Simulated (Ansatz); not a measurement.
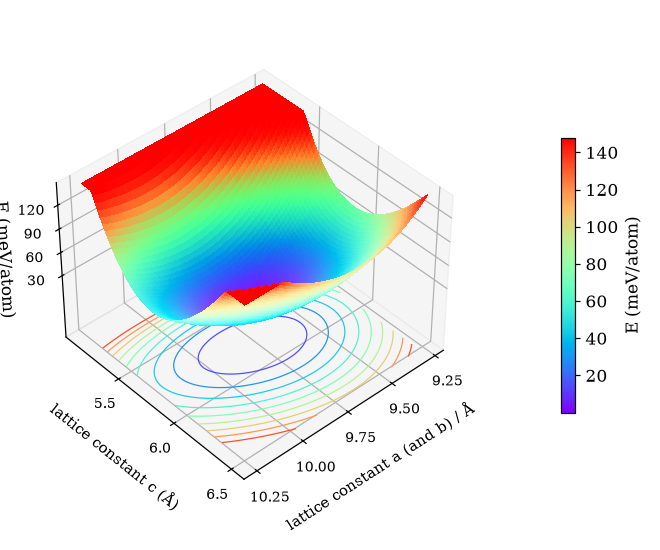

Energy landscape of Ge (R-3, No. 148; 8 atoms in the cell). The energy is mapped over the lattice constants a and c of the conventional cell. The first coordinate is: lattice constant a (and b); the second: lattice constant c. Nothing is relaxed (fractional coordinates fixed). Grid: 11 × 11 points. Points are written as (first, second). Energies: meV/atom, counted from the lowest grid point. Computed with Ansatz 0.2.0, DFT LDA, scalar-relativistic, plane waves, PAW. Settings: cutoff 420 eV, k-mesh 9×9×9, gaussian smearing 0.15 eV, no spin polarisation.

In the figure: a relief with its contours projected below, any walls above the top of the colour scale cut off. Between grid points the surface is interpolated. 

### Describe this landscape.

The lowest grid point is at (9.760 Å, 5.808 Å). No other kind of well shows on this grid. The highest grid point, (9.272 Å, 5.111 Å), lies 374 meV/atom above the lowest. Round the minimum the valley is somewhat tilted: raising lattice constant a (and b) shifts the best value of lattice constant c downwards (coupling k₁₂/√(k₁₁k₂₂) about 0.2).

Grid values (meV/atom):

```csv
"lattice constant c ↓, lattice constant a (and b) →",9.272,9.370,9.467,9.565,9.663,9.760,9.858,9.955,10.053,10.151,10.248
6.505,148,129,116,110,108,112,120,132,148,168,190
6.366,120,99,85,77,74,77,84,95,111,129,151
6.226,96,74,58,48,45,46,52,63,77,95,116
6.087,80,55,38,27,22,22,27,37,50,67,88
5.948,72,46,26,14,7,6,10,18,31,47,66
5.808,76,47,26,11,3,0,2,9,21,35,54
5.669,94,62,38,22,11,7,7,12,22,35,52
5.529,128,94,68,48,35,28,27,30,37,48,63
5.390,184,146,117,94,78,68,63,64,68,76,88
5.251,265,223,189,162,143,129,121,117,118,122,129
5.111,374,327,288,257,232,214,200,191,186,184,185
```

Each point was launched as `ansatz run input.yaml --threads 4 --pin off --max-ram 8192MiB --backend cpu --events-out ev --progress --plain --runs-dir out`. The whole map (121 points run) took 14 min on 4 threads of AMD EPYC 9R45 96-Core Processor (Zen 5), on a shared host.

PAW datasets: the set soft_1.
